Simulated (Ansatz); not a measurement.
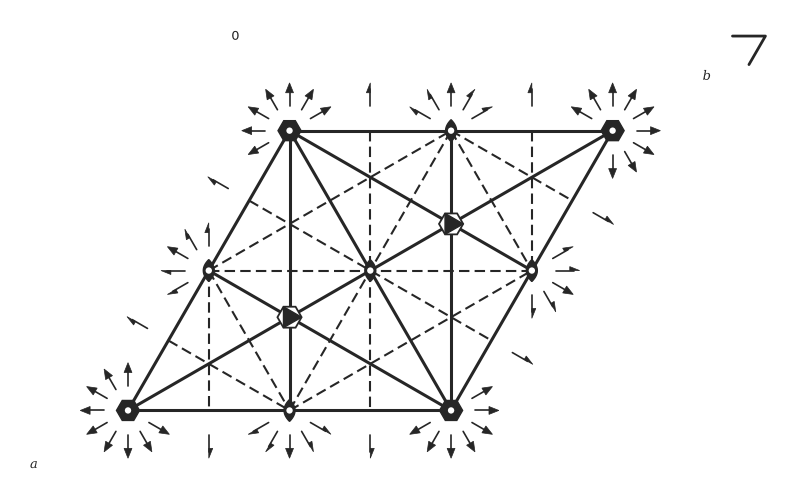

Symmetry elements of a space group, projected down c, computed from the operations of a computed or model structure of composition C, which need not be its known form.

Symbols follow the International Tables: origin at the upper left, the third axis towards the viewer; heavy, dashed, dotted, dash-dotted and dash-dot-dot lines are mirror, in-plane glide, out-of-plane glide, diagonal (n; with arrows d) and double (e) glide planes seen edge on; arrows at the rim are 2 (full head) and 2₁ (half head) axes in the plane; the corner sign is a plane parallel to the page; fractions are heights. Handed screw axes carry their printed symbol instead of tails.

Give the Hermann–Mauguin symbol and number.

P6/mmm, No. 191; primitive hexagonal, point group 6/mmm, 24 general positions a cell.

List the elements shown.

−6 axes along c at (1/3, 2/3), (2/3, 1/3); 6 axes along c at (0, 0); 2 axes along c at (0, 1/2), (1/2, 0), (1/2, 1/2); inversion centres at (0, 0), (0, 1/2), (1/2, 0), (1/2, 1/2); mirror planes holding c and [1 1 0] or [1 2 0] or [2 1 0] or [−1 1 0]; in-plane glide planes holding c and [1 1 0] or [1 2 0] or [2 1 0] or [−1 1 0]; mirror planes normal to a*, at x = 0; b glide planes normal to a*, at x = 1/2; mirror planes normal to b*, at y = 0; a glide planes normal to b*, at y = 1/2; a mirror plane normal to c at height 0; 2 axes along [1 1 0] at height 0; 2 axes along [1 2 0] at height 0; 2 axes along [2 1 0] at height 0; 2 axes along [−1 1 0] at height 0; 2 axes along a at height 0; 2 axes along b at height 0; 2₁ axes along [1 1 0] at height 0; 2₁ axes along [1 2 0] at height 0; 2₁ axes along [2 1 0] at height 0; 2₁ axes along [−1 1 0] at height 0; 2₁ axes along a at height 0; 2₁ axes along b at height 0. Heights repeat every half period; positions are (a, b) fractions, modulo 1.

Write the general positions (in any order).

x, y, z; −x, −y, −z; x−y, x, z; −x+y, −x, −z; −y, x−y, z; y, −x+y, −z; −x, −y, z; x, y, −z; −x+y, −x, z; x−y, x, −z; y, −x+y, z; −y, x−y, −z; −y, −x, −z; y, x, z; −x, −x+y, −z; x, x−y, z; −x+y, y, −z; x−y, −y, z; y, x, −z; −y, −x, z; x, x−y, −z; −x, −x+y, z; x−y, −y, −z; −x+y, y, z
